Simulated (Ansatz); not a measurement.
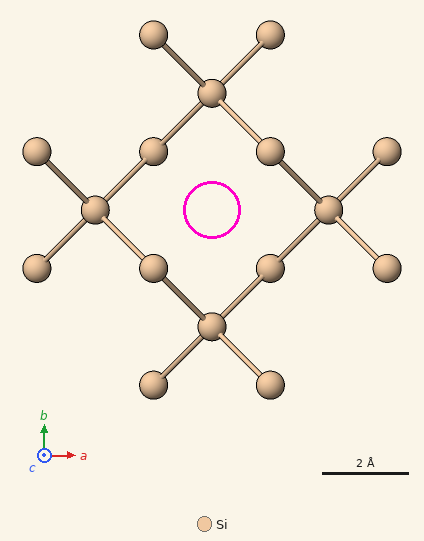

Perfect Si. Style: ball-and-stick. Shown: the atoms within 5.4 Å of one point, in a slice 4.2 Å thick across the line of sight, along the c axis.

Method: DFT, PBEsol, PAW, plane waves (Ansatz 0.2.0). Settings: plane-wave cutoff 420 eV; k-point mesh 1 × 1 × 1; mesh shifted by (0.25, 0.25, 0.25); no spin polarisation. Fermi-Dirac smearing of 0.01 eV. A uniform background neutralises the charged cell. The axes drawn are those of the host's conventional cell.

An extra silicon atom is put between the host's atoms (an interstitial) at the ringed place, in charge state +2. The supercell has 64 sites, and the atoms are relaxed at the host's cell.

How do the neighbours respond?

Answer. The Si atom starts with 10 Si at 2.35 to 2.72 Å around its place and ends with 10 Si at 2.45 to 2.77 Å. Of the host's atoms, a silicon atom moves furthest from its site, by 0.13 Å.

The relaxed defect, seen from the same direction:

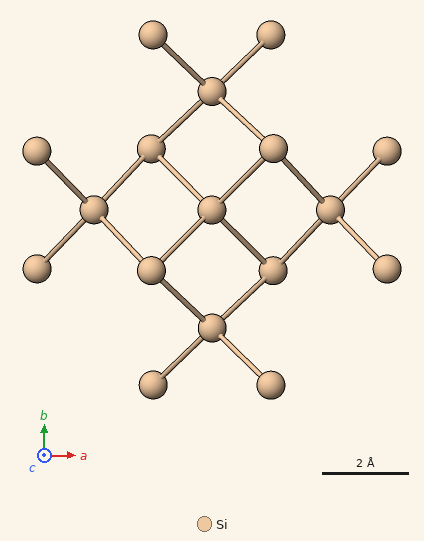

Limits of the set-up: the cell is charged, on a uniform background, and energies carry no finite-size correction.
